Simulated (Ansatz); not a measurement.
**What a change does: single-point calculation on Si**

System: Si (Cmcm, 4 atoms in the cell).
Method of the first run: DFT PBEsol, scalar-relativistic, plane waves, PAW, no spin polarisation (Ansatz 0.2.0).

The structure derives from a Materials Project entry. Text and figures count atoms from 1; the logs count them from 0 in places.

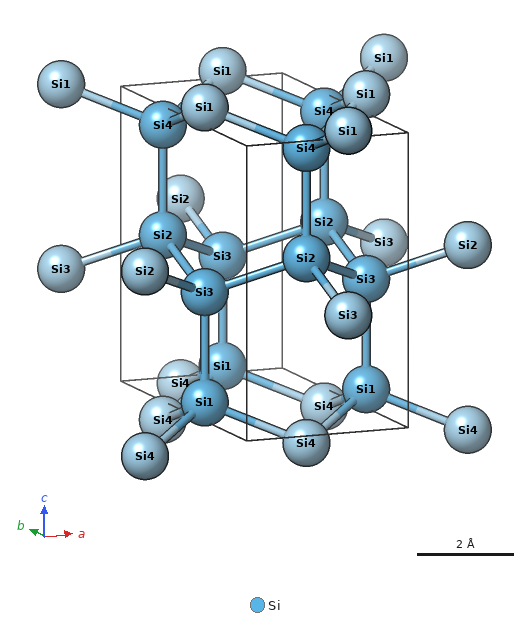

Fig. 1: The input geometry (ball-and-stick view of the cell 2 times as large as that of the calculation, set on its symmetry axes, seen slightly off an axis; neighbours outside the cell are drawn fainter; atoms are numbered from 1 in the order of the input).

## Input, the first run
```yaml
crystal:
  lattice:
    - [3.6780647621, 0.0, 0.0]
    - [-1.8390323811, 3.4507389808, 0.0]
    - [0.0, 0.0, 6.3326220002]
  atoms:
    - { symbol: Si, position: [0.3333333333, 0.6666666667, 0.0630095] }
    - { symbol: Si, position: [0.6666666667, 0.3333333333, 0.5630095] }
    - { symbol: Si, position: [0.3333333333, 0.6666666667, 0.4369905] }
    - { symbol: Si, position: [0.6666666667, 0.3333333333, 0.9369905] }
basis:
  ecutwfc: 420
kpoints:
  mp_grid: { grid: [12, 12, 6] }
hamiltonian:
  xc: pbesol
scf:
  occupations: { method: gaussian, width: 0.03 }
output:
  forces: true
  stress: true
  eigenvalues: true
```

Launched with:
```bash
ansatz run input.yaml --threads 1 --pin off --max-ram 2560MiB --backend cpu --events-out ev --progress --plain --runs-dir out
```

Hardware: 1 thread of AMD EPYC (Zen 3), 32 GiB of memory available, shared host.

## Output, shortened to warnings, some set-up lines, iterations and results (the first run)
```
Basis set: ecut = 420 eV, 1597 PW (Γ), exchange–correlation on 50×54×90 points (8 copies of the dense FFT grid, shifted against one another)
Symmetry: 8 space group operations
k-points: 172 of 864
Initial density: superposition of atomic densities (neutral atoms: chi_scale 0, normalization atom), corrected by the library's trained network
[...]
SCF iter   1: F=—  HF=-2485.795839 eV  |F-HF|=—  |Δ(HF+E_count)|=         —  Δρ=2.56e-3  dr2=6.13e-3  ethr=1.77e-3  ⟨swp⟩=6.4  Hψ=15244  notcnv=0
SCF iter   2: F=—  HF=-2485.795098 eV  |F-HF|=—  |Δ(HF+E_count)|=   7.41e-4  Δρ=9.89e-4  dr2=7.25e-4  ethr=3.83e-5  ⟨swp⟩=2.5  Hψ=4829  notcnv=0
SCF iter   3: F=—  HF=-2485.795108 eV  |F-HF|=—  |Δ(HF+E_count)|=   9.83e-6  Δρ=1.59e-4  dr2=1.06e-5  ethr=4.53e-6  ⟨swp⟩=2.1  Hψ=3436  notcnv=0
SCF iter   4: F=—  HF=-2485.795116 eV  |F-HF|=—  |Δ(HF+E_count)|=   8.18e-6  Δρ=1.32e-5  dr2=1.17e-7  ethr=6.61e-8  ⟨swp⟩=2.7  Hψ=3533  notcnv=0
SCF iter   5: F=-2485.795116 eV  HF=-2485.795116 eV  |F-HF|=8.28e-10  |Δ(HF+E_count)|=   3.83e-8  Δρ=3.29e-6  dr2=7.37e-9  ethr=7.28e-10  ⟨swp⟩=2.6  Hψ=3400  notcnv=0
SCF iter   6: F=-2485.795116 eV  HF=-2485.795116 eV  |F-HF|=2.01e-10  |Δ(HF+E_count)|=   2.08e-9  Δρ=9.95e-7  dr2=5.37e-10  ethr=4.61e-11  ⟨swp⟩=2.0  Hψ=7015  notcnv=0
SCF 1 converged in 6 iterations: F = -2485.795116 eV  dr2 = 5.37e-10
SCF converged after 6 iterations
Free energy (F): -2485.795116 eV
Harris-Foulkes:  -2485.795116 eV  (|F-HF|=2.01e-10)
Internal energy: -2485.795062 eV  (E = F + TS)
E sigma→0 (E₀):  -2485.795089 eV
Entropy (-TS):   -0.000054 eV (-0.014 meV/atom)
Fermi energy:    6.490452 eV
--- Per-component energies (eV) ---
  E_band       = 17.150038
  E_kinetic    = 161.019150
  E_local      = -111.228975  (includes V_loc(G=0)·N_el)
  E_nonlocal   = 104.184026
  E_hartree    = 30.103354
  E_xc         = -218.611534
  E_vxc        = -187.183531  (∫ρ·V_xc dr)
  E_paw        = -1995.755902  (= ΣΔE_a)
  E_vpaw       = -9.847315  (= ΣTr[D̂ρ^β])
  E_aug_tail   = 0.000024  (compensation charges beyond the density's cutoff)
  E_ewald      = -455.631447
  E_core_change = 0.126243  (= ΣΔE_core)
  E_smearing   = -0.000054  (= −TS)
  E_closure    = 0.000000  (closes the sum)
  Σ components = -2485.795116   (vs F -2485.795116, Δ=0.00e0)
--- Forces (eV/Å), atoms counted from 1 ---
  atom   1  Si    -0.00000000     0.56810637     0.04333001
  atom   2  Si     0.00000000    -0.56810637     0.04333001
  atom   3  Si    -0.00000000     0.56810637    -0.04333001
  atom   4  Si     0.00000000    -0.56810637    -0.04333001
  max |Σ_I F_I| component: 1.11e-16 eV/Å
--- Stress (GPa, compression-positive) ---
        6.951555       0.000000       0.000000
        0.000000      -6.489966       0.000000
        0.000000       0.000000      -0.352462
  P = ⅓ Tr σ = 0.0364 GPa (0.364 kbar)
```

For the second run the input was changed thus:
```diff
-    - [3.6780647621, 0.0, 0.0]
-    - [-1.8390323811, 3.4507389808, 0.0]
+    - [3.9845701589, 0.0, 0.0]
+    - [-1.9922850795, 3.1852975207, 0.0]
```

How does the second run compare with the first run?

With the same functional and potentials, the second run lies 0.8 meV per atom higher. The largest force goes from 0.570 to 0.764 eV/Å. The number of SCF iterations is the same. The plane waves at Γ go from 1597 to 1585.

## Output, shortened to warnings, some set-up lines, iterations and results (the second run)
```
Basis set: ecut = 420 eV, 1585 PW (Γ), exchange–correlation on 54×54×90 points (8 copies of the dense FFT grid, shifted against one another)
Symmetry: 8 space group operations
k-points: 172 of 864
Initial density: superposition of atomic densities (neutral atoms: chi_scale 0, normalization atom), corrected by the library's trained network
[...]
SCF iter   1: F=—  HF=-2485.792586 eV  |F-HF|=—  |Δ(HF+E_count)|=         —  Δρ=2.62e-3  dr2=6.47e-3  ethr=1.77e-3  ⟨swp⟩=6.4  Hψ=15223  notcnv=0
SCF iter   2: F=—  HF=-2485.792273 eV  |F-HF|=—  |Δ(HF+E_count)|=   3.13e-4  Δρ=1.55e-3  dr2=2.54e-3  ethr=4.04e-5  ⟨swp⟩=1.7  Hψ=3935  notcnv=0
SCF iter   3: F=—  HF=-2485.791819 eV  |F-HF|=—  |Δ(HF+E_count)|=   4.54e-4  Δρ=1.93e-4  dr2=4.27e-5  ethr=1.59e-5  ⟨swp⟩=2.6  Hψ=3478  notcnv=0
SCF iter   4: F=—  HF=-2485.791849 eV  |F-HF|=—  |Δ(HF+E_count)|=   3.00e-5  Δρ=5.84e-5  dr2=2.31e-6  ethr=2.67e-7  ⟨swp⟩=2.1  Hψ=3445  notcnv=0
SCF iter   5: F=—  HF=-2485.791851 eV  |F-HF|=—  |Δ(HF+E_count)|=   2.70e-6  Δρ=1.45e-5  dr2=1.78e-7  ethr=1.44e-8  ⟨swp⟩=2.8  Hψ=3589  notcnv=0
SCF iter   6: F=-2485.791852 eV  HF=-2485.791852 eV  |F-HF|=8.60e-9  |Δ(HF+E_count)|=   2.62e-7  Δρ=2.75e-6  dr2=9.50e-9  ethr=6.25e-10  ⟨swp⟩=5.0  Hψ=10071  notcnv=0
SCF 1 converged in 6 iterations: F = -2485.791852 eV  dr2 = 9.50e-9
SCF converged after 6 iterations
Free energy (F): -2485.791852 eV
Harris-Foulkes:  -2485.791852 eV  (|F-HF|=8.60e-9)
Internal energy: -2485.791682 eV  (E = F + TS)
E sigma→0 (E₀):  -2485.791767 eV
Entropy (-TS):   -0.000169 eV (-0.042 meV/atom)
Fermi energy:    6.335643 eV
--- Per-component energies (eV) ---
  E_band       = 17.109982
  E_kinetic    = 160.986688
  E_local      = -111.147434  (includes V_loc(G=0)·N_el)
  E_nonlocal   = 104.198570
  E_hartree    = 30.045561
  E_xc         = -218.607876
  E_vxc        = -187.177038  (∫ρ·V_xc dr)
  E_paw        = -1995.751125  (= ΣΔE_a)
  E_vpaw       = -9.842242  (= ΣTr[D̂ρ^β])
  E_aug_tail   = 0.000024  (compensation charges beyond the density's cutoff)
  E_ewald      = -455.642334
  E_core_change = 0.126243  (= ΣΔE_core)
  E_smearing   = -0.000169  (= −TS)
  E_closure    = -0.000000  (closes the sum)
  Σ components = -2485.791852   (vs F -2485.791852, Δ=0.00e0)
--- Forces (eV/Å), atoms counted from 1 ---
  atom   1  Si     0.00000000    -0.76177091     0.05758834
  atom   2  Si    -0.00000000     0.76177091     0.05758834
  atom   3  Si     0.00000000    -0.76177091    -0.05758834
  atom   4  Si    -0.00000000     0.76177091    -0.05758834
  max |Σ_I F_I| component: 2.22e-16 eV/Å
--- Stress (GPa, compression-positive) ---
       -6.682758      -0.000000      -0.000000
       -0.000000       7.186365       0.000000
       -0.000000       0.000000      -0.369239
  P = ⅓ Tr σ = 0.0448 GPa (0.448 kbar)
```

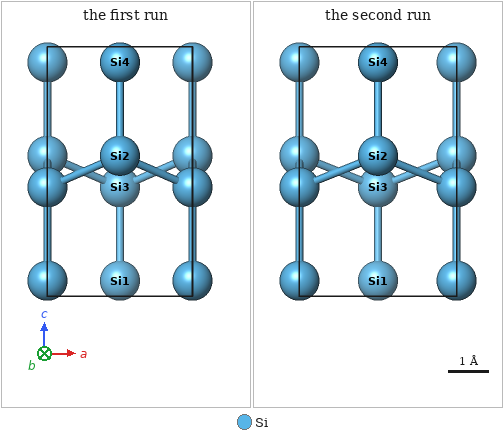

Fig. 2: The two input geometries at one scale (ball-and-stick view of the cell 2 times as large as that of the calculation, set on its symmetry axes, along the b axis). No atom moves by more than 0.005 Å relative to the cell. The drawn cell changes at constant volume: a 3.678 → 3.985 Å (+8.3 %), b 6.901 → 6.371 Å (−7.7 %), c stays at 6.333 Å. Among the contacts that change: Si1–Si4 2.435 → 2.269 Å.

## The two runs side by side

| quantity | the first run | the second run |
| --- | --- | --- |
| outcome | converged | converged |
| free energy per atom (eV) | −621.4488 | −621.4480 |
| gap on the mesh (eV) | 0.00 | 0.00 |
| pressure (GPa) | 0.04 | 0.04 |
| largest force (eV/Å) | 0.570 | 0.764 |
| SCF iterations | 6 | 6 |
| irreducible k-points | 172 | 172 |
| plane waves at Γ | 1597 | 1585 |
| wall time (shared host) | 9.4 s | 12 s |
